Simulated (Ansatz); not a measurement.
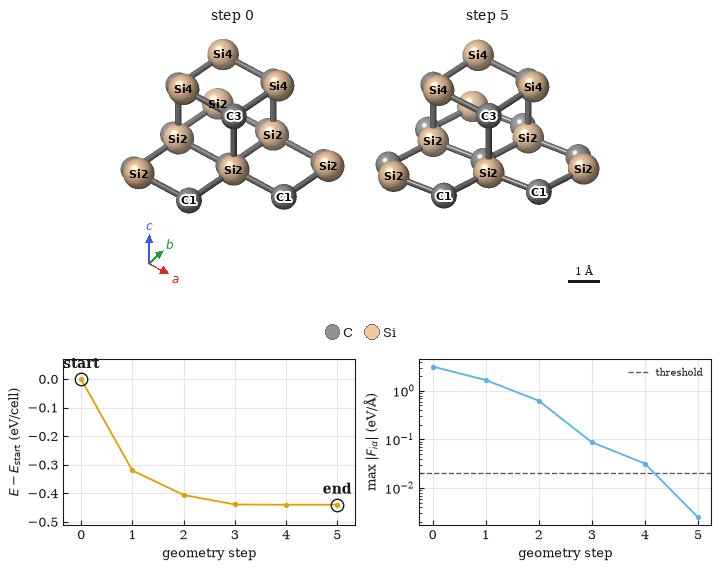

First and last geometry of a relaxation of a slab of composition SiC (cut from the F-43m phase), with the history of the run. Style: ball-and-stick. Shown: the atoms within 4.2 Å of the atom that moves most (axes of the 2 × 3 repeat of the cell, outlined in the plane, without the vacuum), from a free direction.

Case: (1 1 1) slab, atoms relaxed. The slab is the (1 1 1) face of SiC.

Method: DFT r2SCAN, scalar-relativistic, plane waves, PAW in Ansatz 0.2.0. (plane-wave cutoff 500 eV; k-point mesh 9 × 9 × 1; occupations gaussian; smearing width 0.05 eV; no spin polarisation; dipole correction; atoms relaxed in a fixed cell; force threshold 0.02 eV/Å; at most 60 steps)

> Did the run converge, and what did it change?

It converged. C1 moves most relative to the layer's centre: 0.17 Å along the normal (+c). By element the largest moves are C 0.17 Å, Si 0.09 Å. The cell stays as it was. Among the contacts that change: Si2–C3 1.886 → 2.001 Å, C1–Si2 1.886 → 1.815 Å, C3–Si4 1.886 → 1.870 Å. Among the angles between lasting bonds that change: C1–Si2–C3 109.5° → 101.5°, C1–Si2–C1 109.5° → 116.1°, Si2–C1–Si2 109.5° → 116.1°. After 5 geometry steps the energy has fallen by 0.440 eV per cell of the calculation. The largest force component goes from 3.2 to 0.0025 eV/Å. The run may lie on a higher electronic state than the lowest, so the end point isn't shown to be the ground-state structure.

```
step  E − E(0), meV/atom  largest force component, eV/Å
   0                0.00                         3.1699
   1              -31.97                         1.6700
   2              -40.54                         0.6278
   3              -43.88                         0.0876
   4              -43.96                         0.0319
   5              -43.97                         0.0025
```
